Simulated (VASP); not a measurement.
# Geometry relaxation of MoS$_{2}$ (part 3 of 3)

The same run, continued: MoS$_{2}$ (slab, 3 atoms in the cell); Kohn-Sham DFT of a periodic cell, PBE, VASP PAW PBE potentials, recommended, no spin polarisation (VASP 6.6.1); cutoff 600 eV, 12×12×1 k-mesh, Gaussian smearing of 0.03 eV. The structure derives from an entry of the Crystallography Open Database.

Geometry of the input (Å; fractional positions):
```
3.1690  0.0000  0.0000
-1.5845  2.7444  0.0000
0.0000  0.0000  21.1303
S  0.3333  0.6667  0.4259
S  0.3333  0.6667  0.5741
Mo 0.6667  0.3333  0.5000
```

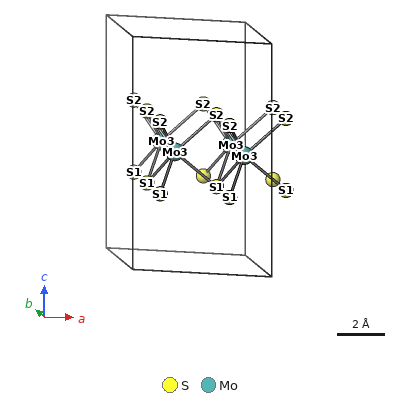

Fig. 1: The geometry at step 4 of the log (ball-and-stick view of the 2 × 2 repeat of the cell, with the vacuum cut short, seen slightly off an axis; bonded neighbours outside the cell are drawn too; atoms are numbered from 1 in the order of the input).

## Parts of OUTCAR, continued
```
  FORCE on cell =-STRESS in cart. coord.  units (eV):
  Direction    XX          YY          ZZ          XY          YZ          ZX
  --------------------------------------------------------------------------------------
  -------------------------------------------------------------------------------------
  Total        0.2424266      0.2424266     -0.0401068     -0.0000000     -0.0000000     -0.0000000
  in kB        2.1055479      2.1055479     -0.3483396     -0.0000000     -0.0000000     -0.0000000
  external PRESSURE =       1.2875854 kB  Pullay stress =       0.0000000 kB

 VOLUME and BASIS-vectors are now :
 -----------------------------------------------------------------------------
  energy-cutoff  :      600.00
  volume of cell :      184.47
      direct lattice vectors                 reciprocal lattice vectors
     3.175007794  0.000000000  0.000000000     0.314959857  0.181842158  0.000000000
    -1.587503897  2.749637403  0.000000000    -0.000000000  0.363684317  0.000000000
     0.000000000  0.000000000 21.130296000     0.000000000  0.000000000  0.047325414

 POSITION                                       TOTAL-FORCE (eV/Angst)
 -----------------------------------------------------------------------------------
     -0.00000      1.83309      8.99952         0.000000      0.000000      0.007226
     -0.00000      1.83309     12.13077         0.000000      0.000000     -0.007226
      1.58750      0.91655     10.56515        -0.000000      0.000000      0.000000
 -----------------------------------------------------------------------------------
    total drift:                               -0.000013      0.000008      0.000000

  FREE ENERGIE OF THE ION-ELECTRON SYSTEM (eV)
  ---------------------------------------------------
  free  energy   TOTEN  =       -21.8525974136 eV

  energy  without entropy=      -21.8525974136  energy(sigma->0) =      -21.85259741

--------------------------------------- Ionic step        6  -------------------------------------------

 number of electron      26.0000000 magnetization

------------------------ aborting loop because EDIFF is reached ----------------------------------------

  FORCE on cell =-STRESS in cart. coord.  units (eV):
  Direction    XX          YY          ZZ          XY          YZ          ZX
  --------------------------------------------------------------------------------------
  -------------------------------------------------------------------------------------
  Total        0.0360951      0.0360951     -0.1789144      0.0000000      0.0000000      0.0000000
  in kB        0.3123610      0.3123610     -1.5482951      0.0000000      0.0000000      0.0000000
  external PRESSURE =      -0.3078577 kB  Pullay stress =       0.0000000 kB

 VOLUME and BASIS-vectors are now :
 -----------------------------------------------------------------------------
  energy-cutoff  :      600.00
  volume of cell :      185.14
      direct lattice vectors                 reciprocal lattice vectors
     3.180775277  0.000000000  0.000000000     0.314388762  0.181512436  0.000000000
    -1.590387638  2.754632189  0.000000000    -0.000000000  0.363024873  0.000000000
     0.000000000  0.000000000 21.130296000     0.000000000  0.000000000  0.047325414

 POSITION                                       TOTAL-FORCE (eV/Angst)
 -----------------------------------------------------------------------------------
     -0.00000      1.83642      8.99906        -0.000000      0.000000      0.050944
     -0.00000      1.83642     12.13123        -0.000000     -0.000000     -0.050944
      1.59039      0.91821     10.56515         0.000000      0.000000      0.000000
 -----------------------------------------------------------------------------------
    total drift:                               -0.000013      0.000008      0.000000

  FREE ENERGIE OF THE ION-ELECTRON SYSTEM (eV)
  ---------------------------------------------------
  free  energy   TOTEN  =       -21.8530676493 eV

  energy  without entropy=      -21.8530676493  energy(sigma->0) =      -21.85306765

--------------------------------------- Ionic step        7  -------------------------------------------

 number of electron      26.0000000 magnetization

------------------------ aborting loop because EDIFF is reached ----------------------------------------

  FORCE on cell =-STRESS in cart. coord.  units (eV):
  Direction    XX          YY          ZZ          XY          YZ          ZX
  --------------------------------------------------------------------------------------
  -------------------------------------------------------------------------------------
  Total        0.0244089      0.0244089     -0.0818026      0.0000000     -0.0000000      0.0000000
  in kB        0.2110326      0.2110326     -0.7072423      0.0000000     -0.0000000      0.0000000
  external PRESSURE =      -0.0950591 kB  Pullay stress =       0.0000000 kB

 VOLUME and BASIS-vectors are now :
 -----------------------------------------------------------------------------
  energy-cutoff  :      600.00
  volume of cell :      185.31
      direct lattice vectors                 reciprocal lattice vectors
     3.182266554  0.000000000  0.000000000     0.314241432  0.181427376  0.000000000
    -1.591133277  2.755923673  0.000000000    -0.000000000  0.362854752  0.000000000
     0.000000000  0.000000000 21.130296000     0.000000000  0.000000000  0.047325414

 POSITION                                       TOTAL-FORCE (eV/Angst)
 -----------------------------------------------------------------------------------
     -0.00000      1.83728      9.00129         0.000000      0.000000      0.018824
     -0.00000      1.83728     12.12901         0.000000      0.000000     -0.018824
      1.59113      0.91864     10.56515        -0.000000      0.000000      0.000000
 -----------------------------------------------------------------------------------
    total drift:                               -0.000013      0.000008      0.000000

  FREE ENERGIE OF THE ION-ELECTRON SYSTEM (eV)
  ---------------------------------------------------
  free  energy   TOTEN  =       -21.8532515588 eV

  energy  without entropy=      -21.8532515588  energy(sigma->0) =      -21.85325156

--------------------------------------- Ionic step        8  -------------------------------------------

 number of electron      26.0000000 magnetization

 Free energy of the ion-electron system (eV)
  ---------------------------------------------------
  ext. energy  EPLUGINS =         0.00000000
  ---------------------------------------------------
  free energy    TOTEN  =       -21.85329111 eV

  energy without entropy =      -21.85329111  energy(sigma->0) =      -21.85329111

 E-fermi :  -1.9664     XC(G=0):  -3.6243     alpha+bet : -3.8924

 val. band max:       -2.2372846312   @ k =   0.0000   0.0000   0.0000
 cond. band min:      -0.5642620542   @ k =   0.3333   0.3333   0.0000
 fundamental gap:      1.6730225770
 Fermi energy:        -1.9664292715

 k-point     1 :       0.0000    0.0000    0.0000
  band No.  band energies     occupation
      1     -63.1004      2.00000
      2     -37.2398      2.00000
      3     -37.0363      2.00000
      4     -37.0363      2.00000
      5     -16.3030      2.00000
      6     -15.0037      2.00000
      7      -7.8432      2.00000
      8      -4.8362      2.00000
      9      -4.8362      2.00000
     10      -4.0040      2.00000
     11      -3.7326      2.00000
     12      -3.7326      2.00000
     13      -2.2373      2.00000
     14       0.5281      0.00000
     15       0.5281      0.00000
     16       0.7751      0.00000
     17       0.7751      0.00000

 k-point     2 :       0.0833    0.0000    0.0000
  band No.  band energies     occupation
      1     -63.0979      2.00000
      2     -37.2349      2.00000
      3     -37.0617      2.00000
      4     -37.0420      2.00000
      5     -16.2008      2.00000
      6     -14.9616      2.00000
      7      -7.7261      2.00000
      8      -5.0645      2.00000
      9      -4.7294      2.00000
     10      -4.4932      2.00000
     11      -3.8954      2.00000
     12      -3.4019      2.00000
     13      -2.2894      2.00000
     14       0.3967      0.00000
     15       0.4995      0.00000
     16       0.6599      0.00000
     17       0.7073      0.00000

 k-point     3 :       0.1667    0.0000    0.0000
  band No.  band energies     occupation
      1     -63.0911      2.00000
      2     -37.2213      2.00000
      3     -37.1306      2.00000
      4     -37.0578      2.00000
      5     -15.9102      2.00000
      6     -14.8420      2.00000
      7      -7.4309      2.00000
      8      -5.5894      2.00000
      9      -5.1383      2.00000
     10      -4.4318      2.00000
     11      -4.2789      2.00000
     12      -3.3145      2.00000
     13      -2.5233      2.00000
     14       0.0699      0.00000
     15       0.3478      0.00000
     16       0.3917      0.00000
     17       1.1182      0.00000

 k-point     4 :       0.2500   -0.0000    0.0000
  band No.  band energies     occupation
      1     -63.0818      2.00000
      2     -37.2235      2.00000
      3     -37.2028      2.00000
      4     -37.0793      2.00000
      5     -15.4802      2.00000
      6     -14.6665      2.00000
      7      -7.2151      2.00000
      8      -6.0405      2.00000
      9      -5.7931      2.00000
     10      -4.7090      2.00000
     11      -4.0145      2.00000
     12      -3.5605      2.00000
     13      -2.9512      2.00000
     14      -0.0566      0.00000
     15       0.1250      0.00000
     16       0.6765      0.00000
     17       1.5437      0.00000

 k-point     5 :       0.3333   -0.0000    0.0000
  band No.  band energies     occupation
      1     -63.0725      2.00000
      2     -37.3151      2.00000
      3     -37.1842      2.00000
      4     -37.1006      2.00000
      5     -14.9983      2.00000
      6     -14.4737      2.00000
      7      -7.4550      2.00000
      8      -6.3974      2.00000
      9      -6.1334      2.00000
     10      -5.0709      2.00000
     11      -3.8597      2.00000
     12      -3.5968      2.00000
     13      -3.1968      2.00000
     14      -0.0181      0.00000
     15       0.1079      0.00000
     16       1.1679      0.00000
     17       1.8538      0.00000

 [... the levels of 13 k-points are left out ...]

 k-point    19 :       0.3333    0.3333    0.0000
  band No.  band energies     occupation
      1     -63.0584      2.00000
      2     -37.3144      2.00000
      3     -37.2721      2.00000
      4     -37.1562      2.00000
      5     -14.1717      2.00000
      6     -14.1003      2.00000
      7      -7.6206      2.00000
      8      -6.8081      2.00000
      9      -6.2843      2.00000
     10      -5.7941      2.00000
     11      -5.0944      2.00000
     12      -4.3952      2.00000
     13      -2.2469      2.00000
     14      -0.5643      0.00000
     15       0.8353      0.00000
     16       1.3117      0.00000
     17       2.6409      0.00000

------------------------ aborting loop because EDIFF is reached ----------------------------------------

  FORCE on cell =-STRESS in cart. coord.  units (eV):
  Direction    XX          YY          ZZ          XY          YZ          ZX
  --------------------------------------------------------------------------------------
  -------------------------------------------------------------------------------------
  Total        0.0180561      0.0180561     -0.0135571      0.0000000     -0.0000000      0.0000000
  in kB        0.1560066      0.1560066     -0.1171352      0.0000000     -0.0000000      0.0000000
  external PRESSURE =       0.0649593 kB  Pullay stress =       0.0000000 kB

 VOLUME and BASIS-vectors are now :
 -----------------------------------------------------------------------------
  energy-cutoff  :      600.00
  volume of cell :      185.43
      direct lattice vectors                 reciprocal lattice vectors
     3.183300199  0.000000000  0.000000000     0.314139395  0.181368465  0.000000000
    -1.591650100  2.756818836  0.000000000    -0.000000000  0.362736930  0.000000000
     0.000000000  0.000000000 21.130296000     0.000000000  0.000000000  0.047325414

 POSITION                                       TOTAL-FORCE (eV/Angst)
 -----------------------------------------------------------------------------------
     -0.00000      1.83788      9.00283        -0.000000      0.000000     -0.003238
     -0.00000      1.83788     12.12747        -0.000000      0.000000      0.003238
      1.59165      0.91894     10.56515         0.000000     -0.000000      0.000000
 -----------------------------------------------------------------------------------
    total drift:                               -0.000013      0.000008      0.000000

  FREE ENERGIE OF THE ION-ELECTRON SYSTEM (eV)
  ---------------------------------------------------
  free  energy   TOTEN  =       -21.8532911097 eV

  energy  without entropy=      -21.8532911097  energy(sigma->0) =      -21.85329111

 reached required accuracy - stopping structural energy minimisation
```

## CONTCAR
```
MoS2
   1.00000000000000
     3.1833001993502892    0.0000000000000000    0.0000000000000000
    -1.5916500996751446    2.7568188358542680    0.0000000000000000
     0.0000000000000000    0.0000000000000000   21.1302960000000013
  S               Mo
     2     1
Direct
     0.3333333300000021    0.6666666699999979    0.4260626290951110
     0.3333333300000021    0.6666666699999979    0.5739373709048892
     0.6666666699999979    0.3333333300000021    0.5000000000000000

  0.00000000E+00  0.00000000E+00  0.00000000E+00
  0.00000000E+00  0.00000000E+00  0.00000000E+00
  0.00000000E+00  0.00000000E+00  0.00000000E+00
```

## Trajectory as extended XYZ (Å, eV, eV/Å), 8 frames, from step=0 to step=7
```
3
Lattice="3.1690 0.0000 0.0000 -1.5845 2.7444 0.0000 0.0000 0.0000 21.1303" Properties=species:S:1:pos:R:3:forces:R:3 step=0 energy=-21.85125
S     0.0000    1.8296    9.0000    0.0000   0.0000  -0.0391
S     0.0000    1.8296   12.1303    0.0000   0.0000   0.0391
Mo    1.5845    0.9148   10.5651    0.0000   0.0000   0.0000
3
Lattice="3.1927 0.0000 0.0000 -1.5964 2.7650 0.0000 0.0000 0.0000 21.1303" Properties=species:S:1:pos:R:3:forces:R:3 step=1 energy=-21.85151
S     0.0000    1.8433    8.9981    0.0000   0.0000   0.1400
S     0.0000    1.8433   12.1322    0.0000   0.0000  -0.1400
Mo    1.5964    0.9217   10.5651    0.0000   0.0000   0.0000
3
Lattice="3.1813 0.0000 0.0000 -1.5906 2.7551 0.0000 0.0000 0.0000 21.1303" Properties=species:S:1:pos:R:3:forces:R:3 step=2 energy=-21.85307
S     0.0000    1.8367    8.9990    0.0000   0.0000   0.0547
S     0.0000    1.8367   12.1313    0.0000   0.0000  -0.0547
Mo    1.5906    0.9184   10.5651    0.0000   0.0000   0.0000
3
Lattice="3.1810 0.0000 0.0000 -1.5905 2.7548 0.0000 0.0000 0.0000 21.1303" Properties=species:S:1:pos:R:3:forces:R:3 step=3 energy=-21.85307
S     0.0000    1.8366    8.9990    0.0000   0.0000   0.0526
S     0.0000    1.8366   12.1312    0.0000   0.0000  -0.0526
Mo    1.5905    0.9183   10.5651    0.0000   0.0000   0.0000
3
Lattice="3.1750 0.0000 0.0000 -1.5875 2.7496 0.0000 0.0000 0.0000 21.1303" Properties=species:S:1:pos:R:3:forces:R:3 step=4 energy=-21.85260
S     0.0000    1.8331    8.9995    0.0000   0.0000   0.0072
S     0.0000    1.8331   12.1308    0.0000   0.0000  -0.0072
Mo    1.5875    0.9165   10.5651    0.0000   0.0000   0.0000
3
Lattice="3.1808 0.0000 0.0000 -1.5904 2.7546 0.0000 0.0000 0.0000 21.1303" Properties=species:S:1:pos:R:3:forces:R:3 step=5 energy=-21.85307
S     0.0000    1.8364    8.9991    0.0000   0.0000   0.0509
S     0.0000    1.8364   12.1312    0.0000   0.0000  -0.0509
Mo    1.5904    0.9182   10.5651    0.0000   0.0000   0.0000
3
Lattice="3.1823 0.0000 0.0000 -1.5911 2.7559 0.0000 0.0000 0.0000 21.1303" Properties=species:S:1:pos:R:3:forces:R:3 step=6 energy=-21.85325
S     0.0000    1.8373    9.0013    0.0000   0.0000   0.0188
S     0.0000    1.8373   12.1290    0.0000   0.0000  -0.0188
Mo    1.5911    0.9186   10.5651    0.0000   0.0000   0.0000
3
Lattice="3.1833 0.0000 0.0000 -1.5917 2.7568 0.0000 0.0000 0.0000 21.1303" Properties=species:S:1:pos:R:3:forces:R:3 step=7 energy=-21.85329
S     0.0000    1.8379    9.0028    0.0000   0.0000  -0.0032
S     0.0000    1.8379   12.1275    0.0000   0.0000   0.0032
Mo    1.5917    0.9189   10.5651    0.0000   0.0000   0.0000
```
